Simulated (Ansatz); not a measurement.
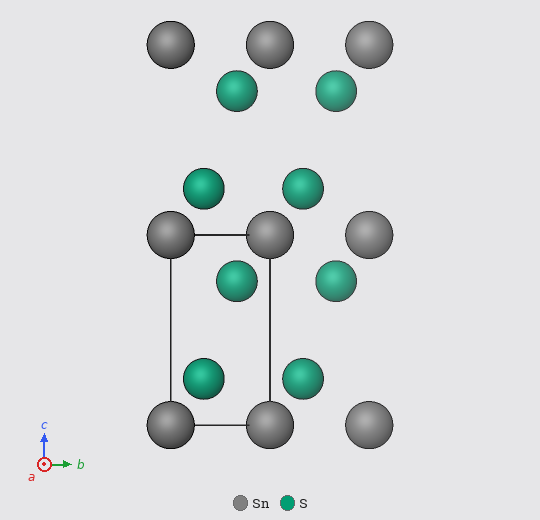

The picture looks along a close-packed row of the hexagonal mesh; c points upwards. Every atom sits on one of the three columns of the mesh; call them A, B, C in the order in which they first turn up. The sequence starts with the first layer at or above the cell's origin.

System SnS₂; source of the atomic positions: the end point of a relaxation with Ansatz 0.2.0, DFT PBEsol, scalar-relativistic, plane waves, PAW.

> List the layers of one repeat.

Sn(A) – S(B) – S(C) (three layers in 6.06 Å).

> How are the S layers alone stacked?

S layers alone: BC, the hexagonal close-packed type.

> Which positions between or in the S layers do the other atoms fill?

Sn: one octahedral site in each hexagonal cell. One of the two gaps between S layers is empty, 3.11 Å wide.

> What short polytype symbol fits?

Polytype symbol 1T, the symbol of a layered MX2 polytype (number of slabs in the repeat and lattice).

Heights of the layers:

| layer | atoms (column) | height (Å) | to next (Å) |
| --- | --- | --- | --- |
| 1 | Sn(A) | 0.00 | 1.47 |
| 2 | S(B) | 1.47 | 3.11 |
| 3 | S(C) | 4.58 | 1.47 |
